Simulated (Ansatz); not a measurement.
# Σ11 (113) boundary in fcc Ni: structure and resistance

Wanted: what the Σ11 (113) boundary in fcc Ni costs an interconnect.

Main program and level: Ansatz 0.2.0; Ansatz plane-wave DFT, LDA, PAW files, collinear spin; relaxation of a bicrystal slab with its lowest layers held; PAW set soft_1, in the first sound run; inputs show where later runs differ.

## (1) Starting point

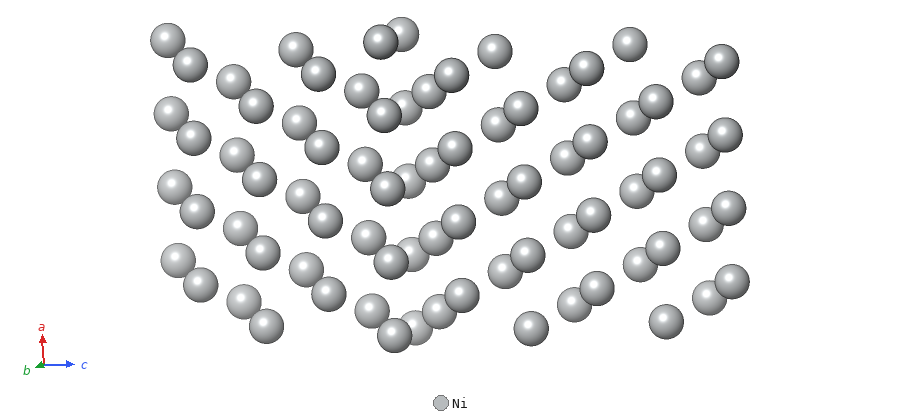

The cell as given, from the side, with the c axis across the page (nickel light grey). 4×1×1 cells are drawn. Some periodic images of atoms are drawn too.

The cell holds 18 atoms: 18 Ni. Cell: a = 2.492 Å, b = 4.316 Å, c = 29.113 Å, α = 90.0°, β = 90.0°, γ = 73.2°. It derives from Ni. built on the (1 1 3) plane; 1 overlapping atoms removed and the grains opened by 0.05 Å. Vacuum lies along c.

## (2) Relaxing the bicrystal

The boundary is built by mirroring the lower grain in the boundary plane and removing any atoms that overlap. A thin bicrystal slab is relaxed first, with the lowest layers held and the upper grain free to shift and open.

input.yaml

```yaml
crystal:
  lattice:
    - [2.4918442969, 0.0, 0.0]
    - [1.2459221485, 4.1322562844, 0.0]
    - [0.0, 0.0, 29.1129416311]
  atoms:
    - { symbol: Ni, position: [0.9090909092, 0.1818181818, 0.1717449258], spin: 1.0 }
    - { symbol: Ni, position: [0.6363636364, 0.7272727273, 0.2082416149], spin: 1.0 }
    - { symbol: Ni, position: [0.3636363637, 0.2727272727, 0.2447383039], spin: 1.0 }
    - { symbol: Ni, position: [0.0909090909, 0.8181818182, 0.281234993], spin: 1.0 }
    - { symbol: Ni, position: [0.8181818182, 0.3636363636, 0.317731682], spin: 1.0 }
    - { symbol: Ni, position: [0.5454545455, 0.9090909091, 0.3542283711], spin: 1.0 }
    - { symbol: Ni, position: [0.2727272727, 0.4545454545, 0.3907250601], spin: 1.0 }
    - { symbol: Ni, position: [0.0, 0.0, 0.4272217492], spin: 1.0 }
    - { symbol: Ni, position: [0.2727272727, 0.4545454545, 0.4654358875], spin: 1.0 }
    - { symbol: Ni, position: [0.5454545455, 0.9090909091, 0.5019325766], spin: 1.0 }
    - { symbol: Ni, position: [0.8181818182, 0.3636363636, 0.5384292656], spin: 1.0 }
    - { symbol: Ni, position: [0.0909090909, 0.8181818182, 0.5749259547], spin: 1.0 }
    - { symbol: Ni, position: [0.3636363637, 0.2727272727, 0.6114226438], spin: 1.0 }
    - { symbol: Ni, position: [0.6363636364, 0.7272727273, 0.6479193328], spin: 1.0 }
    - { symbol: Ni, position: [0.9090909092, 0.1818181818, 0.6844160219], spin: 1.0 }
    - { symbol: Ni, position: [0.1818181819, 0.6363636364, 0.7209127109], spin: 1.0 }
    - { symbol: Ni, position: [0.4545454546, 0.0909090909, 0.7574094], spin: 1.0 }
    - { symbol: Ni, position: [0.7272727274, 0.5454545455, 0.7939060891], spin: 1.0 }
magnetization:
  spin_polarized: true
kpoints:
  mp_grid: { grid: [10, 10, 1] }
hamiltonian:
  xc: lda
  pseudopotentials: { kind: paw, azcp: { folder: soft_1 }, xc_functional: pbe }
scf:
  occupations: { method: fermi_dirac, width: 0.1 }
relax:
  f_tol: 0.03
  max_steps: 80
  constraints: [{ sites: [0, 1, 2] }]
```

The run is started by

```
$ ansatz run input.yaml --threads 4 --pin off --max-ram 15360MiB --backend cpu --events-out ev --progress --plain --runs-dir out
```

Numbers of over 12 decimals in the logs are rounded to 6 here.

Output:

```text
Engine: ansatz 0.2.0, aarch64-unknown-linux-gnu
Pseudopotentials: kind: paw
Pseudopotential: Ni, paw, valence charge 18, recommended cutoff 420 eV (normal), soft_1/Ni.paw.azcp
Functional definition: SPW92
  exchange = slater_x
  correlation = pw_c
Crystal: 18 atoms, lattice volume = 299.774 Å³
Basis set: ecut = 420 eV, 5869 PW (Γ)
Bands: 206, of which v1, the nominal top of the filled ones, is band 162 counted from 1 (161 counted from 0)
Symmetry: 2 space group operations
Space group: Cm (ITA 8), of the structure as read, at distance tolerance 6.7e-5 Å
Magnetic group: BNS 8.32 (UNI 39), of the structure as read, at distance tolerance 6.7e-5 Å
k-points: 31 of 100 (time reversal used)
Non-local potential: Ni, projectors of the file, l = 0: 3, l = 1: 2, l = 2: 3, l = 3: 1
PAW form: soft (Blöchl's): semilocal exchange-correlation on the pseudo side does not see the compensation charge
PAW frozen core: Ni, regenerated for the run's functional, and the local potential with it (the file was generated under x = pbe(κ = 0.804, μ = 0.219515), c = pbe(β = 0.066725))
PAW one-centre angular grid: Ni, 590 points (default); XC on 64 Gauss nodes
Initial density: superposition of atomic densities (neutral atoms: chi_scale 0, normalization atom)
Starting moments: Σ|m| = 18 μB on 18 of 18 sites
Initial wavefunctions: pseudopotential atomic-orbital guess
Functional: x = slater, c = lda
SCF iter   1: F=—  HF=-103903.954258 eV  |F-HF|=—  |Δ(HF+E_count)|=         —  Δρ=4.57e-2 (↑3.30e-2 ↓4.57e-2)  dr2=2.51e1  dr2_m=2.94e-1  M=15.979 μB ∫|m|=16.841 μB  β_m=0.30  ethr=3.10e-3  ⟨swp⟩=7.0  Hψ=51683  notcnv=0  defer=620
Mixer restart at iter 1: flushing history
preconditioner: auto → LDOS  [metal: Δε(μ)=0.003 eV  Ē_g=8.353 eV  σ=0.100 eV  W_gap=0.01  n_scr=94 (ndim 8)  ℏωp=28.8 eV  f_vac=0.307  D(μ)=30.41/eV (n_scr^D=390)]
spin=Collinear: LDOS preconditioning applied to the charge; magnetization (m = ρ↑ − ρ↓) channel mixes plain (no charge-response kernel on spin).
SCF iter   2: F=—  HF=-103902.069253 eV  |F-HF|=—  |Δ(HF+E_count)|=    1.89e0  Δρ=1.64e-2 (↑1.41e-2 ↓1.64e-2)  dr2=2.36e0  dr2_m=9.97e-2  M=14.980 μB ∫|m|=16.065 μB  β_m=0.28  ethr=3.10e-3  ⟨swp⟩=2.1  Hψ=21176  notcnv=0  defer=1420
SCF iter   3: F=—  HF=-103907.054278 eV  |F-HF|=—  |Δ(HF+E_count)|=    4.99e0  Δρ=8.81e-3 (↑4.94e-3 ↓8.81e-3)  dr2=5.62e-1  dr2_m=8.34e-2  M=14.635 μB ∫|m|=15.781 μB  β_m=0.42  ethr=7.29e-4  ⟨swp⟩=2.8  Hψ=20990  notcnv=0  defer=1447
SCF iter   4: F=—  HF=-103913.196296 eV  |F-HF|=—  |Δ(HF+E_count)|=    6.14e0  Δρ=1.34e-2 (↑4.19e-3 ↓1.34e-2)  dr2=4.16e-1  dr2_m=1.51e-1  M=13.628 μB ∫|m|=14.956 μB  β_m=0.71  ethr=1.74e-4  ⟨swp⟩=3.0  Hψ=26315  notcnv=0  defer=1466
SCF iter   5: F=—  HF=-103915.909356 eV  |F-HF|=—  |Δ(HF+E_count)|=    2.71e0  Δρ=1.33e-2 (↑6.38e-3 ↓1.33e-2)  dr2=6.16e-1  dr2_m=1.32e-1  M=12.500 μB ∫|m|=13.868 μB  β_m=0.74  ethr=1.28e-4  ⟨swp⟩=2.1  Hψ=23583  notcnv=0  defer=1483
SCF iter   6: F=—  HF=-103916.051310 eV  |F-HF|=—  |Δ(HF+E_count)|=   1.42e-1  Δρ=7.93e-3 (↑7.93e-3 ↓4.75e-3)  dr2=2.14e-1  dr2_m=5.16e-2  M=11.706 μB ∫|m|=13.020 μB  β_m=0.83  ethr=1.28e-4  ⟨swp⟩=2.2  Hψ=24274  notcnv=0  defer=1510
SCF iter   7: F=—  HF=-103916.172993 eV  |F-HF|=—  |Δ(HF+E_count)|=         —  Δρ=8.68e-3 (↑8.17e-3 ↓8.68e-3)  dr2=6.66e-1  dr2_m=4.91e-3  M=11.287 μB ∫|m|=12.444 μB  β_m=0.83  ethr=6.59e-5  ⟨swp⟩=2.5  Hψ=24752  notcnv=0  defer=1514
SCF iter   8: F=—  HF=-103916.196260 eV  |F-HF|=—  |Δ(HF+E_count)|=   2.33e-2  Δρ=7.47e-3 (↑7.24e-3 ↓7.47e-3)  dr2=5.47e-1  dr2_m=5.48e-3  M=11.406 μB ∫|m|=12.540 μB  β_m=0.59  ethr=6.59e-5  ⟨swp⟩=2.9  Hψ=25573  notcnv=0  defer=1524
SCF iter   9: F=—  HF=-103916.085448 eV  |F-HF|=—  |Δ(HF+E_count)|=   1.11e-1  Δρ=3.40e-3 (↑2.79e-3 ↓3.40e-3)  dr2=9.78e-2  dr2_m=1.54e-3  M=11.406 μB ∫|m|=12.541 μB  β_m=0.50  ethr=6.59e-5  ⟨swp⟩=2.0  Hψ=20045  notcnv=0  defer=1521
SCF iter  10: F=—  HF=-103916.065138 eV  |F-HF|=—  |Δ(HF+E_count)|=   2.03e-2  Δρ=9.45e-4 (↑9.45e-4 ↓9.20e-4)  dr2=6.93e-3  dr2_m=7.40e-4  M=11.397 μB ∫|m|=12.531 μB  β_m=0.45  ethr=3.02e-5  ⟨swp⟩=2.2  Hψ=18403  notcnv=0  defer=1527
SCF iter  11: F=—  HF=-103916.059817 eV  |F-HF|=—  |Δ(HF+E_count)|=   5.32e-3  Δρ=6.50e-4 (↑2.95e-4 ↓6.50e-4)  dr2=1.63e-3  dr2_m=2.26e-4  M=11.335 μB ∫|m|=12.467 μB  β_m=0.50  ethr=2.14e-6  ⟨swp⟩=2.7  Hψ=24168  notcnv=0  defer=1529
SCF iter  12: F=—  HF=-103916.063920 eV  |F-HF|=—  |Δ(HF+E_count)|=   4.10e-3  Δρ=2.27e-4 (↑2.27e-4 ↓2.13e-4)  dr2=7.90e-5  dr2_m=1.26e-4  M=11.376 μB ∫|m|=12.504 μB  β_m=0.56  ethr=5.04e-7  ⟨swp⟩=2.9  Hψ=24440  notcnv=0  defer=1529
SCF iter  13: F=—  HF=-103916.063924 eV  |F-HF|=—  |Δ(HF+E_count)|=   3.46e-6  Δρ=1.35e-4 (↑9.98e-5 ↓1.35e-4)  dr2=1.17e-4  dr2_m=4.06e-6  M=11.370 μB ∫|m|=12.496 μB  β_m=0.49  ethr=2.44e-8  ⟨swp⟩=2.7  Hψ=23111  notcnv=0  defer=1530
SCF iter  14: F=—  HF=-103916.063922 eV  |F-HF|=—  |Δ(HF+E_count)|=   1.83e-6  Δρ=4.86e-5 (↑2.84e-5 ↓4.86e-5)  dr2=1.63e-5  dr2_m=1.83e-6  M=11.371 μB ∫|m|=12.496 μB  β_m=0.52  ethr=2.44e-8  ⟨swp⟩=2.0  Hψ=17750  notcnv=0  defer=1530
SCF iter  15: F=—  HF=-103916.063922 eV  |F-HF|=—  |Δ(HF+E_count)|=   2.84e-7  Δρ=3.59e-5 (↑1.95e-5 ↓3.59e-5)  dr2=2.41e-5  dr2_m=2.62e-7  M=11.371 μB ∫|m|=12.496 μB  β_m=0.47  ethr=5.02e-9  ⟨swp⟩=2.0  Hψ=18068  notcnv=0  defer=1529
iter 16 did not close the SCF: its close was put off for the exchange–correlation potential of the local minority spin (scf_convergence_deferred on its scf_iter line)
SCF iter  16: F=-103916.063909 eV  HF=-103916.063921 eV  |F-HF|=1.28e-5  |Δ(HF+E_count)|=   2.34e-7  Δρ=2.71e-5 (↑1.22e-5 ↓2.71e-5)  dr2=1.31e-5  dr2_m=1.78e-7  M=11.371 μB ∫|m|=12.495 μB  β_m=0.44  ethr=5.02e-9  ⟨swp⟩=2.7  Hψ=35347  notcnv=0
iter 17 did not close the SCF: its close was put off for an unfilled level that stood over its bar (scf_convergence_deferred on its scf_iter line)
SCF iter  17: F=-103916.063915 eV  HF=-103916.063921 eV  |F-HF|=6.29e-6  |Δ(HF+E_count)|=   9.34e-8  Δρ=1.56e-5 (↑4.74e-6 ↓1.56e-5)  dr2=6.40e-6  dr2_m=9.86e-8  M=11.371 μB ∫|m|=12.495 μB  β_m=0.50  ethr=4.04e-9  ⟨swp⟩=1.9  Hψ=31890  notcnv=0
iter 18 did not close the SCF: its close was put off for an unfilled level that stood over its bar (scf_convergence_deferred on its scf_iter line)
SCF iter  18: F=-103916.063919 eV  HF=-103916.063921 eV  |F-HF|=2.14e-6  |Δ(HF+E_count)|=   1.03e-8  Δρ=1.11e-5 (↑4.38e-6 ↓1.11e-5)  dr2=2.20e-6  dr2_m=3.80e-8  M=11.371 μB ∫|m|=12.495 μB  β_m=0.58  ethr=1.97e-9  ⟨swp⟩=1.0  Hψ=25796  notcnv=0
iter 19 did not close the SCF: its close was put off for an unfilled level that stood over its bar (scf_convergence_deferred on its scf_iter line)
[...]
SCF iter   3: F=—  HF=-103916.748243 eV  |F-HF|=—  |Δ(HF+E_count)|=   1.00e-3  Δρ=4.67e-4 (↑4.41e-4 ↓4.67e-4)  dr2=2.03e-4  dr2_m=4.59e-4  M=11.095 μB ∫|m|=12.128 μB  β_m=0.49  ethr=5.48e-6  ⟨swp⟩=1.4  Hψ=13955  notcnv=0  defer=1529
SCF iter   4: F=—  HF=-103916.748547 eV  |F-HF|=—  |Δ(HF+E_count)|=   3.04e-4  Δρ=1.91e-4 (↑1.37e-4 ↓1.91e-4)  dr2=4.16e-4  dr2_m=4.25e-5  M=11.094 μB ∫|m|=12.126 μB  β_m=0.53  ethr=6.28e-8  ⟨swp⟩=2.4  Hψ=24133  notcnv=0  defer=1527
SCF iter   5: F=—  HF=-103916.748577 eV  |F-HF|=—  |Δ(HF+E_count)|=   2.96e-5  Δρ=1.27e-4 (↑1.00e-4 ↓1.27e-4)  dr2=2.16e-4  dr2_m=7.11e-6  M=11.093 μB ∫|m|=12.125 μB  β_m=0.43  ethr=6.28e-8  ⟨swp⟩=2.0  Hψ=22091  notcnv=0  defer=1527
SCF iter   6: F=—  HF=-103916.748561 eV  |F-HF|=—  |Δ(HF+E_count)|=   1.58e-5  Δρ=4.28e-5 (↑4.28e-5 ↓3.89e-5)  dr2=4.98e-5  dr2_m=3.19e-6  M=11.092 μB ∫|m|=12.124 μB  β_m=0.43  ethr=6.28e-8  ⟨swp⟩=2.0  Hψ=17262  notcnv=0  defer=1527
SCF iter   7: F=—  HF=-103916.748564 eV  |F-HF|=—  |Δ(HF+E_count)|=   3.53e-6  Δρ=4.20e-5 (↑4.20e-5 ↓2.57e-5)  dr2=1.27e-5  dr2_m=2.11e-6  M=11.092 μB ∫|m|=12.123 μB  β_m=0.48  ethr=1.54e-8  ⟨swp⟩=2.0  Hψ=16677  notcnv=0  defer=1527
SCF iter   8: F=—  HF=-103916.748567 eV  |F-HF|=—  |Δ(HF+E_count)|=   3.07e-6  Δρ=2.35e-5 (↑1.60e-5 ↓2.35e-5)  dr2=5.65e-6  dr2_m=5.64e-7  M=11.091 μB ∫|m|=12.122 μB  β_m=0.45  ethr=3.91e-9  ⟨swp⟩=2.0  Hψ=18523  notcnv=0  defer=1527
SCF iter   9: F=—  HF=-103916.748567 eV  |F-HF|=—  |Δ(HF+E_count)|=   4.23e-7  Δρ=1.36e-5 (↑8.10e-6 ↓1.36e-5)  dr2=2.35e-6  dr2_m=7.87e-8  M=11.090 μB ∫|m|=12.121 μB  β_m=0.38  ethr=1.75e-9  ⟨swp⟩=2.1  Hψ=15956  notcnv=0  defer=1527
SCF iter  10: F=—  HF=-103916.748567 eV  |F-HF|=—  |Δ(HF+E_count)|=   4.86e-8  Δρ=5.78e-6 (↑4.23e-6 ↓5.78e-6)  dr2=1.04e-6  dr2_m=2.01e-8  M=11.090 μB ∫|m|=12.122 μB  β_m=0.34  ethr=7.25e-10  ⟨swp⟩=1.6  Hψ=13494  notcnv=0  defer=1527
SCF iter  11: F=—  HF=-103916.748567 eV  |F-HF|=—  |Δ(HF+E_count)|=   8.74e-8  Δρ=2.07e-6 (↑1.67e-6 ↓2.07e-6)  dr2=2.11e-8  dr2_m=8.27e-9  M=11.090 μB ∫|m|=12.122 μB  β_m=0.44  ethr=3.21e-10  ⟨swp⟩=1.7  Hψ=14378  notcnv=0  defer=1527
SCF iter  12: F=—  HF=-103916.748567 eV  |F-HF|=—  |Δ(HF+E_count)|=   2.39e-8  Δρ=1.75e-6 (↑1.75e-6 ↓1.35e-6)  dr2=1.22e-8  dr2_m=4.95e-9  M=11.090 μB ∫|m|=12.122 μB  β_m=0.51  ethr=6.50e-12  ⟨swp⟩=2.9  Hψ=25113  notcnv=0  defer=1527
SCF iter  13: F=—  HF=-103916.748567 eV  |F-HF|=—  |Δ(HF+E_count)|=   1.74e-8  Δρ=5.00e-6 (↑8.72e-7 ↓5.00e-6)  dr2=7.64e-7  dr2_m=1.53e-8  M=11.090 μB ∫|m|=12.122 μB  β_m=0.55  ethr=3.76e-12  ⟨swp⟩=2.4  Hψ=22492  notcnv=0  defer=1527
SCF iter  14: F=—  HF=-103916.748567 eV  |F-HF|=—  |Δ(HF+E_count)|=   3.46e-9  Δρ=8.63e-7 (↑6.50e-7 ↓8.63e-7)  dr2=1.79e-8  dr2_m=2.91e-10  M=11.090 μB ∫|m|=12.122 μB  β_m=0.51  ethr=3.76e-12  ⟨swp⟩=2.4  Hψ=20913  notcnv=0  defer=1527
SCF iter  15: F=—  HF=-103916.748567 eV  |F-HF|=—  |Δ(HF+E_count)|=   4.64e-9  Δρ=5.02e-6 (↑1.09e-6 ↓5.02e-6)  dr2=2.68e-7  dr2_m=1.12e-8  M=11.090 μB ∫|m|=12.122 μB  β_m=0.46  ethr=3.76e-12  ⟨swp⟩=2.4  Hψ=20967  notcnv=0  defer=1527
SCF iter  16: F=—  HF=-103916.748567 eV  |F-HF|=—  |Δ(HF+E_count)|=   2.63e-9  Δρ=2.11e-6 (↑2.91e-7 ↓2.11e-6)  dr2=1.26e-7  dr2_m=2.42e-9  M=11.090 μB ∫|m|=12.122 μB  β_m=0.38  ethr=3.76e-12  ⟨swp⟩=2.4  Hψ=19067  notcnv=0  defer=1527
SCF iter  17: F=-103916.748567 eV  HF=-103916.748567 eV  |F-HF|=8.88e-8  |Δ(HF+E_count)|=   1.38e-9  Δρ=1.96e-6 (↑3.63e-7 ↓1.96e-6)  dr2=9.00e-8  dr2_m=1.78e-9  M=11.090 μB ∫|m|=12.122 μB  ethr=3.76e-12  ⟨swp⟩=2.6  Hψ=23563  notcnv=0
SCF 8 converged in 17 iterations: F = -103916.748567 eV  dr2 = 9.00e-8
relax step   8: F+E_penalty+E_count = -103916.74856698 eV  Δ(F+E_penalty+E_count) = -7.393e-4 eV  max|allowed force component| = 7.565e-3 eV/Å  Δτ_max = 0.0306 Å  (17 SCF iters, accepted)
SCF converged after 17 iterations
Magnetization: 11.0904 μB (167.5452 up, 156.4548 down)
Absolute magnetization: 12.1354 μB (∫|ρ↑−ρ↓|, with the PAW one-centre terms)
Spin contamination: 0.0852 ħ² per cell (⟨S²⟩ above its minimum at these occupations)
Per-site moments (μB) at R_I (Å): [(0.755497, 1.027886), (0.688846, 0.998376), (0.626521, 0.979037), (0.629597, 0.998376), (0.623127, 0.976970), (0.622254, 0.998179), (0.639052, 0.932088), (0.605629, 1.003065), (0.640701, 0.932088), (0.610306, 0.995660), (0.612682, 0.979005), (0.599107, 0.989907), (0.627933, 0.989279), (0.618251, 0.983169), (0.634502, 0.992586), (0.615726, 0.956530), (0.667301, 0.974556), (0.729310, 0.956530)]
Free energy (F): -103916.748567 eV
Harris-Foulkes:  -103916.748567 eV  (|F-HF|=8.88e-8)
Internal energy: -103915.733666 eV  (E = F + TS)
E sigma→0 (E₀):  -103916.241117 eV
Entropy (-TS):   -1.014901 eV (-56.383 meV/atom)
Fermi energy:    9.700420 eV
--- Per-component energies (eV) ---
  E_band       = -7783.103328
  E_kinetic    = 6128.434434
  E_local      = -671615.159794  (includes V_loc(G=0)·N_el)
  E_nonlocal   = -2008.168163
  E_hartree    = 336553.870435
  E_xc         = -2018.813117
  E_vxc        = -2618.665528  (∫ρ·V_xc dr)
  E_paw        = -28622.918073  (= ΣΔE_a)
  E_vpaw       = -10777.414456  (= ΣTr[D̂ρ^β])
  E_aug_tail   = 0.016062  (compensation charges beyond the density's cutoff)
  E_ewald      = 257659.190369
  E_core_change = 7.814182  (= ΣΔE_core)
  E_smearing   = -1.014901  (= −TS)
  E_closure    = -0.000000  (closes the sum)
  Σ components = -103916.748567   (vs F -103916.748567, Δ=0.00e0)
--- Forces (eV/Å), atoms counted from 1 ---
  atom   1  Ni    -0.00000000    -0.08194474     1.34072449
  atom   2  Ni     0.00000000     0.00410635    -0.32995572
  atom   3  Ni     0.00000000     0.08195023    -1.00651991
  atom   4  Ni     0.00000000     0.00008810     0.00175563
  atom   5  Ni    -0.00000000    -0.00022342    -0.00155283
  atom   6  Ni     0.00000000     0.00011151    -0.00235702
  atom   7  Ni     0.00000000     0.00257072    -0.00250577
  atom   8  Ni     0.00000000     0.00142187    -0.00169385
  atom   9  Ni    -0.00000000    -0.00129090    -0.00075477
  atom  10  Ni     0.00000000     0.00141167    -0.00348517
  atom  11  Ni    -0.00000000    -0.00045625    -0.00180224
  atom  12  Ni    -0.00000000    -0.00049393    -0.00240627
  atom  13  Ni    -0.00000000    -0.00040855     0.00115758
  atom  14  Ni    -0.00000000    -0.00218716     0.00311220
  atom  15  Ni    -0.00000000    -0.00110182     0.00157395
  atom  16  Ni    -0.00000000    -0.00756458     0.00709872
  atom  17  Ni     0.00000000     0.00314655    -0.00191999
  atom  18  Ni     0.00000000     0.00085508    -0.00046838
  max |Σ_I F_I| component: 9.26e-6 eV/Å
--- Relaxed structure (8 steps of the walk, 8 accepted, 0 SCFs on fresh bases) ---
  F+E_penalty+E_count = -103916.74856698 eV   max|allowed force component| = 7.565e-3 eV/Å
  atoms:
    - { symbol: Ni, position: [0.909091, 0.1818181818, 0.171745] }
    - { symbol: Ni, position: [0.636364, 0.7272727273, 0.208242] }
    - { symbol: Ni, position: [0.363636, 0.2727272727, 0.244738] }
    - { symbol: Ni, position: [0.088325, 0.823351, 0.278198] }
    - { symbol: Ni, position: [0.812228, 0.375545, 0.312575] }
    - { symbol: Ni, position: [0.534772, 0.930457, 0.348037] }
    - { symbol: Ni, position: [0.258950, 0.482101, 0.380088] }
    - { symbol: Ni, position: [-0.014977, 0.029953, 0.418497] }
    - { symbol: Ni, position: [0.259135, 0.481729, 0.457703] }
    - { symbol: Ni, position: [0.534310, 0.931381, 0.488848] }
    - { symbol: Ni, position: [0.813157, 0.373686, 0.525372] }
    - { symbol: Ni, position: [0.088238, 0.823525, 0.558188] }
    - { symbol: Ni, position: [0.365981, 0.268037, 0.594145] }
    - { symbol: Ni, position: [0.641280, 0.717440, 0.627010] }
    - { symbol: Ni, position: [0.919229, 0.161542, 0.663221] }
    - { symbol: Ni, position: [0.192493, 0.615014, 0.695271] }
    - { symbol: Ni, position: [0.476886, 0.046228, 0.733165] }
    - { symbol: Ni, position: [0.753424, 0.493152, 0.760183] }
```

Elapsed: 39 min, on 4 threads of Arm Neoverse V1, shared host; peak memory 3.2 GiB.

[end of part 1 of 3]

[Logs are printed without paths, hosts, clocks, repeated set-up lines and the standing remarks that a program may print on its own settings, such as how far it seeks lower states.]

[Hosts, paths, dates, database ids (printed as entryN), source tags and the programs' standing remarks are cut or masked in the printed files.]
